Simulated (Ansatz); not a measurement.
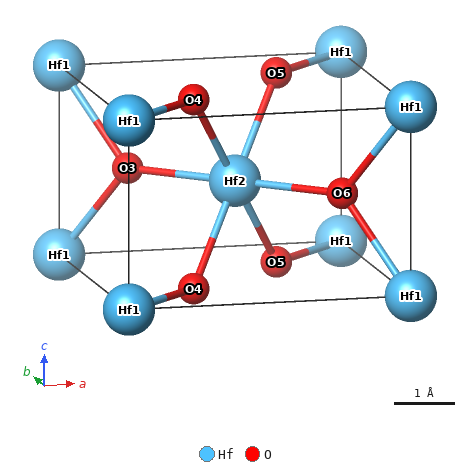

Fig. 1: The structure (ball-and-stick view of the cell of the calculation, seen slightly off an axis; atoms are numbered from 1 in the order of the input). Near neighbours in the crystal (not all of them lie inside the picture): Hf has 6 O at 2.10 to 2.11 Å; O has 3 Hf at 2.10 to 2.11 Å.

**HfO2: a changed input and its effect**

System: HfO2 (P4₂/mnm, 6 atoms in the cell).
Method of run 1: DFT PBE, scalar-relativistic, plane waves, PAW, no spin polarisation (Ansatz 0.2.0).

The structure derives from a Materials Project entry. Text and figures count atoms from 1; the logs count them from 0 in places.

## The input, run 1
```yaml
crystal:
  lattice:
    - [4.8803694249, 0.0, 0.0]
    - [0.0, 4.8803694249, 0.0]
    - [0.0, 0.0, 3.2376813142]
  atoms:
    - { symbol: Hf, position: [0.0, 0.0, 0.0] }
    - { symbol: Hf, position: [0.5, 0.5, 0.5] }
    - { symbol: O, position: [0.1948153568, 0.8051846432, 0.5] }
    - { symbol: O, position: [0.3051846432, 0.3051846432, 0.0] }
    - { symbol: O, position: [0.6948153568, 0.6948153568, 0.0] }
    - { symbol: O, position: [0.8051846432, 0.1948153568, 0.5] }
basis:
  ecutwfc: 420
kpoints:
  mp_grid: { grid: [6, 6, 8] }
  band_path: { path: [VBM, CBM], npoints: 2 }
hamiltonian:
  xc: pbe
scf:
  occupations: { method: gaussian, width: 0.02 }
output:
  forces: true
  stress: true
  eigenvalues: true
checkpoint:
  read: start.run
  write: ck
  compress: false
  write_wavefunctions: false
  write_every: 100000
```

Command:
```bash
ansatz run input.yaml --threads 1 --pin off --max-ram 2560MiB --backend cpu --events-out ev --progress --plain --runs-dir out
```

Hardware: 1 thread of AMD EPYC (Zen 3), 32 GiB of memory available, shared host.

## Output, shortened to warnings, some set-up lines, iterations and results (run 1)
```
Basis set: ecut = 420 eV, 1503 PW (Γ), exchange–correlation on 72×72×48 points (8 copies of the dense FFT grid, shifted against one another)
Symmetry: 16 space group operations
k-points: 50 of 288
Initial density: read from a saved state, or passed on in memory by an earlier SCF of this step, an earlier step, the calling program or the single point that the run made first
[...]
SCF iter   1: F=—  HF=-33723.206365 eV  |F-HF|=—  |Δ(HF+E_count)|=         —  Δρ=7.07e-6  dr2=4.34e-8  ethr=1.55e-7  ⟨swp⟩=3.1  Hψ=13774  notcnv=0
SCF iter   2: F=—  HF=-33723.206367 eV  |F-HF|=—  |Δ(HF+E_count)|=   1.15e-6  Δρ=4.66e-6  dr2=2.28e-8  ethr=5.72e-11  ⟨swp⟩=7.5  Hψ=10317  notcnv=0
SCF iter   3: F=-33723.206367 eV  HF=-33723.206367 eV  |F-HF|=1.55e-9  |Δ(HF+E_count)|=   1.22e-8  Δρ=2.35e-6  dr2=5.85e-9  ethr=3.00e-11  ⟨swp⟩=2.3  Hψ=8159  notcnv=0
SCF 1 converged in 3 iterations: F = -33723.206367 eV  dr2 = 5.85e-9
NSCF: frozen V_eff on 40 k-points
NSCF: frozen V_eff on 40 k-points
NSCF: frozen V_eff on 40 k-points
NSCF: frozen V_eff on 40 k-points
NSCF: frozen V_eff on 14 k-points
NSCF: frozen V_eff on 6 k-points
NSCF: frozen V_eff on 5 k-points
NSCF: frozen V_eff on 5 k-points
NSCF: frozen V_eff on 5 k-points
NSCF: frozen V_eff on 5 k-points
NSCF: frozen V_eff on 3 k-points
SCF converged after 3 iterations
Free energy (F): -33723.206367 eV
Harris-Foulkes:  -33723.206367 eV  (|F-HF|=1.55e-9)
Internal energy: -33723.206367 eV  (E = F + TS)
E sigma→0 (E₀):  -33723.206367 eV
Fermi energy:    13.988605 eV
--- Per-component energies (eV) ---
  E_band       = -157.625218
  E_kinetic    = 1539.200884
  E_local      = -13152.278042  (includes V_loc(G=0)·N_el)
  E_nonlocal   = -2293.913592
  E_hartree    = 5974.829537
  E_xc         = -893.857093
  E_vxc        = -907.084200  (∫ρ·V_xc dr)
  E_paw        = -14486.850366  (= ΣΔE_a)
  E_vpaw       = 2706.782253  (= ΣTr[D̂ρ^β])
  E_aug_tail   = 0.009949  (compensation charges beyond the density's cutoff)
  E_ewald      = -10410.347643
  E_smearing   = -0.000000  (= −TS)
  E_closure    = -0.000000  (closes the sum)
  Σ components = -33723.206367   (vs F -33723.206367, Δ=0.00e0)
--- Forces (eV/Å), atoms counted from 1 ---
  atom   1  Hf     0.00000000     0.00000000     0.00000000
  atom   2  Hf    -0.00000000     0.00000000    -0.00000000
  atom   3  O     -0.00080926     0.00080926     0.00000000
  atom   4  O      0.00080926     0.00080926    -0.00000000
  atom   5  O     -0.00080926    -0.00080926     0.00000000
  atom   6  O      0.00080926    -0.00080926    -0.00000000
  max |Σ_I F_I| component: 3.90e-18 eV/Å
--- Stress (GPa, compression-positive) ---
        0.019268       0.000000       0.000000
        0.000000       0.019268       0.000000
        0.000000       0.000000      -0.004716
  P = ⅓ Tr σ = 0.0113 GPa (0.113 kbar)
```

The input of run 2 differs as follows (lines with − go, lines with + come):
```diff
-    - [0.0, 0.0, 3.2376813142]
+    - [0.0, 0.0, 3.3024349405]
-    - { symbol: O, position: [0.1948153568, 0.8051846432, 0.5] }
-    - { symbol: O, position: [0.3051846432, 0.3051846432, 0.0] }
-    - { symbol: O, position: [0.6948153568, 0.6948153568, 0.0] }
-    - { symbol: O, position: [0.8051846432, 0.1948153568, 0.5] }
+    - { symbol: O, position: [0.1937750719, 0.8062249281, 0.5] }
+    - { symbol: O, position: [0.3062249281, 0.3062249281, 0.0] }
+    - { symbol: O, position: [0.6937750719, 0.6937750719, 0.0] }
+    - { symbol: O, position: [0.8062249281, 0.1937750719, 0.5] }
```

Predict how the results change.

With the same functional and potentials, run 2 lies 7.0 meV per atom higher. The pressure goes from 0.01 to −4.60 GPa. The volume per atom goes from 12.85 to 13.11 Å³. The plane waves at Γ go from 1503 to 1519.

## Output, shortened to warnings, some set-up lines, iterations and results (run 2)
```
Basis set: ecut = 420 eV, 1519 PW (Γ), exchange–correlation on 72×72×48 points (8 copies of the dense FFT grid, shifted against one another)
Symmetry: 16 space group operations
k-points: 50 of 288
Initial density: read from a saved state, or passed on in memory by an earlier SCF of this step, an earlier step, the calling program or the single point that the run made first
[...]
SCF iter   1: F=—  HF=-33723.164494 eV  |F-HF|=—  |Δ(HF+E_count)|=         —  Δρ=8.13e-6  dr2=4.73e-8  ethr=1.45e-7  ⟨swp⟩=3.0  Hψ=13829  notcnv=0
SCF iter   2: F=—  HF=-33723.164497 eV  |F-HF|=—  |Δ(HF+E_count)|=   2.22e-6  Δρ=5.15e-6  dr2=2.34e-8  ethr=6.22e-11  ⟨swp⟩=7.5  Hψ=10137  notcnv=0
SCF iter   3: F=-33723.164497 eV  HF=-33723.164497 eV  |F-HF|=3.66e-9  |Δ(HF+E_count)|=   1.51e-8  Δρ=1.55e-6  dr2=2.28e-9  ethr=3.08e-11  ⟨swp⟩=2.9  Hψ=7848  notcnv=0
SCF 1 converged in 3 iterations: F = -33723.164497 eV  dr2 = 2.28e-9
NSCF: frozen V_eff on 40 k-points
NSCF: frozen V_eff on 40 k-points
NSCF: frozen V_eff on 40 k-points
NSCF: frozen V_eff on 40 k-points
NSCF: frozen V_eff on 14 k-points
NSCF: frozen V_eff on 6 k-points
NSCF: frozen V_eff on 5 k-points
NSCF: frozen V_eff on 5 k-points
NSCF: frozen V_eff on 5 k-points
NSCF: frozen V_eff on 3 k-points
SCF converged after 3 iterations
Free energy (F): -33723.164497 eV
Harris-Foulkes:  -33723.164497 eV  (|F-HF|=3.66e-9)
Internal energy: -33723.164497 eV  (E = F + TS)
E sigma→0 (E₀):  -33723.164497 eV
Fermi energy:    13.682673 eV
--- Per-component energies (eV) ---
  E_band       = -185.235578
  E_kinetic    = 1535.207248
  E_local      = -13219.194584  (includes V_loc(G=0)·N_el)
  E_nonlocal   = -2294.562921
  E_hartree    = 5995.040446
  E_xc         = -892.751007
  E_vxc        = -905.609849  (∫ρ·V_xc dr)
  E_paw        = -14485.754908  (= ΣΔE_a)
  E_vpaw       = 2708.832385  (= ΣTr[D̂ρ^β])
  E_aug_tail   = 0.009898  (compensation charges beyond the density's cutoff)
  E_ewald      = -10361.158669
  E_smearing   = -0.000000  (= −TS)
  E_closure    = 0.000000  (closes the sum)
  Σ components = -33723.164497   (vs F -33723.164497, Δ=0.00e0)
--- Forces (eV/Å), atoms counted from 1 ---
  atom   1  Hf     0.00000000    -0.00000000    -0.00000000
  atom   2  Hf    -0.00000000    -0.00000000    -0.00000000
  atom   3  O      0.00008322    -0.00008322     0.00000000
  atom   4  O     -0.00008322    -0.00008322    -0.00000000
  atom   5  O      0.00008322     0.00008322     0.00000000
  atom   6  O     -0.00008322     0.00008322    -0.00000000
  max |Σ_I F_I| component: 1.30e-18 eV/Å
--- Stress (GPa, compression-positive) ---
       -2.640901       0.000000       0.000000
        0.000000      -2.640901       0.000000
        0.000000       0.000000      -8.521409
  P = ⅓ Tr σ = -4.6011 GPa (-46.011 kbar)
```

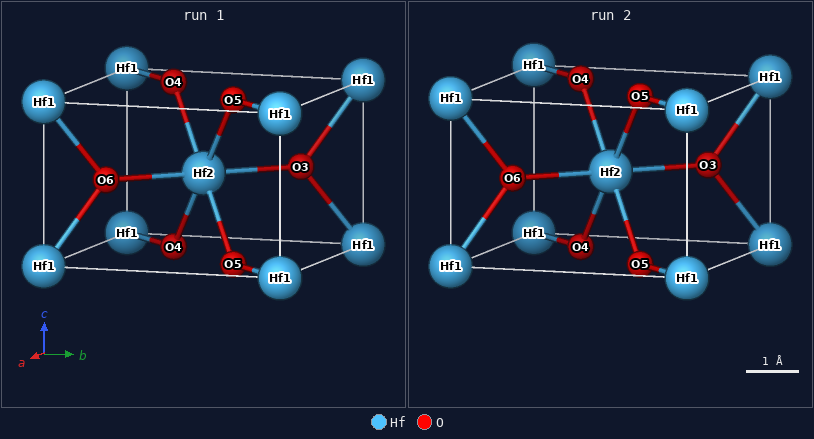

Fig. 2: The two input geometries at one scale (ball-and-stick view of the cell of the calculation, seen slightly off an axis). The largest moves relative to the cell, 0.007 Å, are those of O3, O4, O5 and O6. Hf stays in place. (The mean shift of all atoms is removed.) Cell: a = b stay at 4.880 Å, c 3.238 → 3.302 Å (+2.0 %). Volume +2.0 %. Among the contacts that change: Hf1–O3 2.104 → 2.125 Å, Hf1–O4 2.106 → 2.114 Å.

## The two runs side by side

| quantity | run 1 | run 2 |
| --- | --- | --- |
| outcome | converged | converged |
| free energy per atom (eV) | −5620.5344 | −5620.5274 |
| gap on the mesh (eV) | 3.90 | 3.87 |
| pressure (GPa) | 0.01 | −4.60 |
| volume per atom (Å³) | 12.85 | 13.11 |
| largest force (eV/Å) | 0.001 | 0.000 |
| irreducible k-points | 50 | 50 |
| plane waves at Γ | 1503 | 1519 |
| wall time (shared host) | 22 s | 24 s |

For both runs: Spin–orbit coupling is left out, which matters for Hf.
